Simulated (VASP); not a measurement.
**Ni: band-structure run (part 2 of 2)**

Ni (Fm-3m, 1 atom in the cell); Kohn-Sham DFT of a periodic cell, PBE, DFT+U, VASP PAW PBE potentials, recommended, spin-polarised (VASP 6.6.1); cutoff 520 eV, 20×20×20 k-mesh, Gaussian smearing of 0.1 eV, collinear spins. The structure derives from an entry of the Crystallography Open Database.

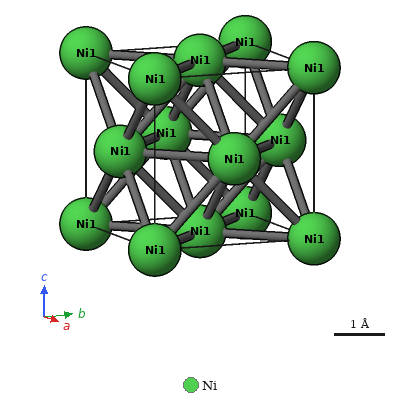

The input geometry (ball-and-stick view of the cell 4 times as large as that of the calculation, set on its symmetry axes, seen slightly off an axis; atoms are numbered from 1 in the order of the input). An atom can appear more than once, as a periodic image.

## Parts of OUTCAR, continued
```
  o =  0.7005  v =  0.0000  0.0000  0.0000  0.0000  0.0000  1.0000  0.0000  0.0000  0.0000  0.0000      0.0000  0.0000  0.0000  0.0000  0.0000  0.0000  0.0000  0.0000  0.0000  0.0000
  o =  0.7005  v =  0.0000  0.0000  0.0000  0.0000  0.0000  0.0000  0.1945 -0.0000  0.9809  0.0000      0.0000  0.0000  0.0000  0.0000  0.0000  0.0000  0.0000  0.0000  0.0000  0.0000
  o =  0.7005  v =  0.0000  0.0000  0.0000  0.0000  0.0000  0.0000  0.9809  0.0000 -0.1945  0.0000      0.0000  0.0000  0.0000  0.0000  0.0000  0.0000  0.0000  0.0000  0.0000  0.0000
  o =  0.8731  v =  0.0000  0.0000  0.0000  0.0000  0.0000  0.0000  0.0000 -0.9738 -0.0000  0.2273      0.0000  0.0000  0.0000  0.0000  0.0000  0.0000  0.0000  0.0000  0.0000  0.0000
  o =  0.8731  v =  0.0000  0.0000  0.0000  0.0000  0.0000  0.0000 -0.0000  0.2273 -0.0000  0.9738      0.0000  0.0000  0.0000  0.0000  0.0000  0.0000  0.0000  0.0000  0.0000  0.0000
  o =  0.9125  v =  0.0000  0.9053 -0.0000  0.4249 -0.0000  0.0000  0.0000  0.0000  0.0000  0.0000      0.0000  0.0000  0.0000  0.0000  0.0000  0.0000  0.0000  0.0000  0.0000  0.0000
  o =  0.9125  v =  0.0000 -0.4249 -0.0000  0.9053  0.0000  0.0000  0.0000  0.0000  0.0000  0.0000      0.0000  0.0000  0.0000  0.0000  0.0000  0.0000  0.0000  0.0000  0.0000  0.0000
  o =  0.9125  v =  1.0000  0.0000  0.0000  0.0000  0.0000  0.0000  0.0000  0.0000  0.0000  0.0000      0.0000  0.0000  0.0000  0.0000  0.0000  0.0000  0.0000  0.0000  0.0000  0.0000
  o =  0.9217  v =  0.0000 -0.0000 -0.9175 -0.0000  0.3976  0.0000  0.0000  0.0000  0.0000  0.0000      0.0000  0.0000  0.0000  0.0000  0.0000  0.0000  0.0000  0.0000  0.0000  0.0000
  o =  0.9217  v =  0.0000 -0.0000 -0.3976  0.0000 -0.9175  0.0000  0.0000  0.0000  0.0000  0.0000      0.0000  0.0000  0.0000  0.0000  0.0000  0.0000  0.0000  0.0000  0.0000  0.0000

 number of electron      10.0000008 magnetization       0.6679821

 Free energy of the ion-electron system (eV)
  ---------------------------------------------------
  ext. energy  EPLUGINS =         0.00000000
  ---------------------------------------------------
  free energy    TOTEN  =        -4.19378042 eV

  energy without entropy =       -4.18629843  energy(sigma->0) =       -4.19003942

 E-fermi :   9.4067     XC(G=0): -13.3305     alpha+bet :-16.7722

 val. band max:        9.4004492970   @ k =   0.3500   0.2000   0.1000
 cond. band min:       9.4076071413   @ k =  -0.3500   0.3000   0.0000
 fundamental gap:      0.0071578442
 Fermi energy:         9.4066657684

 spin component 1

 k-point     1 :       0.0000    0.0000    0.0000
  band No.  band energies     occupation
      1       0.5333      1.00000
      2       6.4778      1.00000
      3       6.4778      1.00000
      4       6.4778      1.00000
      5       7.7577      1.00000
      6       7.7577      1.00000
      7      33.5638      0.00000
      8      37.5675      0.00000
      9      37.5675      0.00000
     10      37.5675      0.00000
     11      39.3737      0.00000
     12      39.3737      0.00000
     13      39.3737      0.00000
     14      43.4543      0.00000
     15      49.9936      0.00000

 k-point     2 :       0.0500    0.0000    0.0000
  band No.  band energies     occupation
      1       0.6327      1.00000
      2       6.4528      1.00000
      3       6.5009      1.00000
      4       6.5009      1.00000
      5       7.7480      1.00000
      6       7.7480      1.00000
      7      33.1668      0.00000
      8      36.0448      0.00000
      9      37.1637      0.00000
     10      37.1637      0.00000
     11      39.8993      0.00000
     12      39.8993      0.00000
     13      40.6339      0.00000
     14      44.1874      0.00000
     15      48.5329      0.00000

 k-point     3 :       0.1000    0.0000    0.0000
  band No.  band energies     occupation
      1       0.9266      1.00000
      2       6.3845      1.00000
      3       6.5637      1.00000
      4       6.5637      1.00000
      5       7.7250      1.00000
      6       7.7250      1.00000
      7      31.5203      0.00000
      8      34.8930      0.00000
      9      36.4867      0.00000
     10      36.4867      0.00000
     11      40.8883      0.00000
     12      40.8883      0.00000
     13      41.3215      0.00000
     14      46.5267      0.00000
     15      46.7892      0.00000

 k-point     4 :       0.1500    0.0000    0.0000
  band No.  band energies     occupation
      1       1.4008      1.00000
      2       6.2941      1.00000
      3       6.6455      1.00000
      4       6.6455      1.00000
      5       7.7081      1.00000
      6       7.7082      1.00000
      7      29.0649      0.00000
      8      34.4304      0.00000
      9      35.8650      0.00000
     10      35.8650      0.00000
     11      41.5254      0.00000
     12      41.7163      0.00000
     13      41.7163      0.00000
     14      45.5741      0.00000
     15      45.5741      0.00000

 k-point     5 :       0.2000    0.0000    0.0000
  band No.  band energies     occupation
      1       2.0245      1.00000
      2       6.2204      1.00000
      3       6.7119      1.00000
      4       6.7119      1.00000
      5       7.7287      1.00000
      6       7.7287      1.00000
      7      26.4880      0.00000
      8      34.0374      0.00000
      9      35.3582      0.00000
     10      35.3582      0.00000
     11      41.5337      0.00000
     12      41.5337      0.00000
     13      41.7342      0.00000
     14      45.7111      0.00000
     15      45.7111      0.00000

 [... the levels of 18 k-points are left out ...]

 k-point    24 :      -0.3500    0.0500    0.0000
  band No.  band energies     occupation
      1       4.0268      1.00000
      2       6.6000      1.00000
      3       6.6571      1.00000
      4       7.1071      1.00000
      5       8.0712      1.00000
      6       8.4960      1.00000
      7      18.6910      0.00000
      8      31.3242      0.00000
      9      33.9109      0.00000
     10      35.8372      0.00000
     11      36.9460      0.00000
     12      39.0891      0.00000
     13      43.7069      0.00000
     14      50.2947      0.00000
     15      51.9746      0.00000

 [... further k-points ...]

 spin component 2

 k-point     1 :       0.0000    0.0000    0.0000
  band No.  band energies     occupation
      1       0.4580      1.00000
      2       7.7651      1.00000
      3       7.7651      1.00000
      4       7.7651      1.00000
      5       8.4094      1.00000
      6       8.4094      1.00000
      7      33.3164      0.00000
      8      37.4943      0.00000
      9      37.4943      0.00000
     10      37.4943      0.00000
     11      40.1110      0.00000
     12      40.1110      0.00000
     13      40.1110      0.00000
     14      43.3057      0.00000
     15      50.2217      0.00000

 k-point     2 :       0.0500    0.0000    0.0000
  band No.  band energies     occupation
      1       0.5575      1.00000
      2       7.7351      1.00000
      3       7.7888      1.00000
      4       7.7888      1.00000
      5       8.3994      1.00000
      6       8.3994      1.00000
      7      33.0295      0.00000
      8      36.0731      0.00000
      9      37.2171      0.00000
     10      37.2171      0.00000
     11      40.4965      0.00000
     12      40.4965      0.00000
     13      41.0743      0.00000
     14      44.1092      0.00000
     15      48.7636      0.00000

 k-point     3 :       0.1000    0.0000    0.0000
  band No.  band energies     occupation
      1       0.8526      1.00000
      2       7.6514      1.00000
      3       7.8460      1.00000
      4       7.8460      1.00000
      5       8.3832      1.00000
      6       8.3832      1.00000
      7      31.6560      0.00000
      8      34.7510      0.00000
      9      36.6659      0.00000
     10      36.6659      0.00000
     11      41.3076      0.00000
     12      41.3076      0.00000
     13      41.4649      0.00000
     14      46.6295      0.00000
     15      47.0561      0.00000

 k-point     4 :       0.1500    0.0000    0.0000
  band No.  band energies     occupation
      1       1.3321      1.00000
      2       7.5330      1.00000
      3       7.8866      1.00000
      4       7.8866      1.00000
      5       8.4099      1.00000
      6       8.4099      1.00000
      7      29.3118      0.00000
      8      34.2591      0.00000
      9      36.1107      0.00000
     10      36.1107      0.00000
     11      41.5056      0.00000
     12      41.9379      0.00000
     13      41.9379      0.00000
     14      45.9497      0.00000
     15      45.9497      0.00000

 k-point     5 :       0.2000    0.0000    0.0000
  band No.  band energies     occupation
      1       1.9734      1.00000
      2       7.4112      1.00000
      3       7.8538      1.00000
      4       7.8538      1.00000
      5       8.5337      1.00000
      6       8.5337      1.00000
      7      26.7763      0.00000
      8      33.8867      0.00000
      9      35.6350      0.00000
     10      35.6350      0.00000
     11      41.6059      0.00000
     12      41.6059      0.00000
     13      41.6545      0.00000
     14      46.1769      0.00000
     15      46.1769      0.00000

 [... the levels of 18 k-points are left out ...]

 k-point    24 :      -0.3500    0.0500    0.0000
  band No.  band energies     occupation
      1       4.4909      1.00000
      2       7.4578      1.00000
      3       7.5218      1.00000
      4       7.7240      1.00000
      5       9.1755      0.99946
      6       9.4954      0.10478
      7      19.1111      0.00000
      8      31.3515      0.00000
      9      33.9169      0.00000
     10      35.9656      0.00000
     11      37.1913      0.00000
     12      39.2222      0.00000
     13      43.9083      0.00000
     14      50.6105      0.00000
     15      52.4072      0.00000

 [... further k-points ...]

------------------------ aborting loop because EDIFF is reached ----------------------------------------

  FORCE on cell =-STRESS in cart. coord.  units (eV):
  Direction    XX          YY          ZZ          XY          YZ          ZX
  --------------------------------------------------------------------------------------
  -------------------------------------------------------------------------------------
  Total        0.0019716      0.0019716      0.0019716      0.0000000      0.0000000      0.0000000
  in kB        0.2957938      0.2957938      0.2957938      0.0000000      0.0000000      0.0000000
  external PRESSURE =       0.2957938 kB  Pullay stress =       0.0000000 kB

 VOLUME and BASIS-vectors are now :
 -----------------------------------------------------------------------------
  energy-cutoff  :      520.00
  volume of cell :       10.68
      direct lattice vectors                 reciprocal lattice vectors
     0.000000000  1.747845702  1.747845702    -0.286066441  0.286066441  0.286066441
     1.747845702  0.000000000  1.747845702     0.286066441 -0.286066441  0.286066441
     1.747845702  1.747845702  0.000000000     0.286066441  0.286066441 -0.286066441

 POSITION                                       TOTAL-FORCE (eV/Angst)
 -----------------------------------------------------------------------------------
      0.00000      0.00000      0.00000         0.000000      0.000000      0.000000
 -----------------------------------------------------------------------------------
    total drift:                                0.000000     -0.000000     -0.000000

  FREE ENERGIE OF THE ION-ELECTRON SYSTEM (eV)
  ---------------------------------------------------
  free  energy   TOTEN  =        -4.1937804150 eV

  energy  without entropy=       -4.1862984278  energy(sigma->0) =       -4.19003942

 total charge

# of ion       s       p       d       tot
------------------------------------------
    1        0.498   0.488   8.401   9.387

 magnetization (x)

# of ion       s       p       d       tot
------------------------------------------
    1       -0.011  -0.036   0.735   0.688
```

## CONTCAR
```
Ni
   1.00000000000000
     0.0000000000000000    1.7478457024000000    1.7478457024000000
     1.7478457024000000    0.0000000000000000    1.7478457024000000
     1.7478457024000000    1.7478457024000000    0.0000000000000000
  Ni
     1
Direct
     0.0000000000000000    0.0000000000000000    0.0000000000000000

  0.00000000E+00  0.00000000E+00  0.00000000E+00
```

This output came from the following input.

## INCAR
```
PREC = Accurate ; ENCUT = 520
EDIFF = 1E-7 ; ISMEAR = 0
SIGMA = 0.1 ; LREAL = False
LASPH = True ; NELM = 120
ALGO = Normal ; ISIF = 2
LWAVE = False ; LCHARG = False
ISPIN = 2 ; MAGMOM = 0.8
LORBIT = 11 ; LMAXMIX = 4
LDAU = True ; LDAUTYPE = 2
LDAUL = 2 ; LDAUU = 2
LDAUJ = 0 ; LDAUPRINT = 1
GGA = PE ; NBANDS = 15
```

## KPOINTS
```
Automatic mesh
0
Gamma
  20 20 20
```

## KPOINTS_OPT
```
path GXWKGLUWLK,UX
20
line-mode
reciprocal
 0.0000000000  0.0000000000  0.0000000000  G
 0.5000000000  0.0000000000  0.5000000000  X

 0.5000000000  0.0000000000  0.5000000000  X
 0.5000000000  0.2500000000  0.7500000000  W

 0.5000000000  0.2500000000  0.7500000000  W
 0.3750000000  0.3750000000  0.7500000000  K

 0.3750000000  0.3750000000  0.7500000000  K
 0.0000000000  0.0000000000  0.0000000000  G

 0.0000000000  0.0000000000  0.0000000000  G
 0.5000000000  0.5000000000  0.5000000000  L

 0.5000000000  0.5000000000  0.5000000000  L
 0.6250000000  0.2500000000  0.6250000000  U

 0.6250000000  0.2500000000  0.6250000000  U
 0.5000000000  0.2500000000  0.7500000000  W

 0.5000000000  0.2500000000  0.7500000000  W
 0.5000000000  0.5000000000  0.5000000000  L

 0.5000000000  0.5000000000  0.5000000000  L
 0.3750000000  0.3750000000  0.7500000000  K

 0.6250000000  0.2500000000  0.6250000000  U
 0.5000000000  0.0000000000  0.5000000000  X
```

## POSCAR
```
Ni                                      
1.0
    0.0000000000      1.7478457024      1.7478457024
    1.7478457024      0.0000000000      1.7478457024
    1.7478457024      1.7478457024      0.0000000000
  Ni            
     1
Direct
     0.0000000000000000    0.0000000000000000    0.0000000000000000
```

Launch command:
```bash
cat potpaw_PBE.64/Ni/POTCAR > POTCAR
mpirun -np 1 vasp_std > vasp.out
```

## Results in brief

- outcome: converged
- space group (tolerance 0.01 Å): Fm-3m (225)
- electrons treated: 10
- free energy: −4.1938 eV
- gap on the k-point mesh: none (metallic)
- gap on the band path: 0.00 eV
- net moment of the cell: 0.67 μB
- pressure: 0.03 GPa
- largest force (length of the vector): under 0.001 eV/Å
- hardware: 1 thread of Intel Xeon (Granite Rapids), 128 GiB of memory available, shared host
- wall time: 51 s
- peak memory: 0.21 GiB
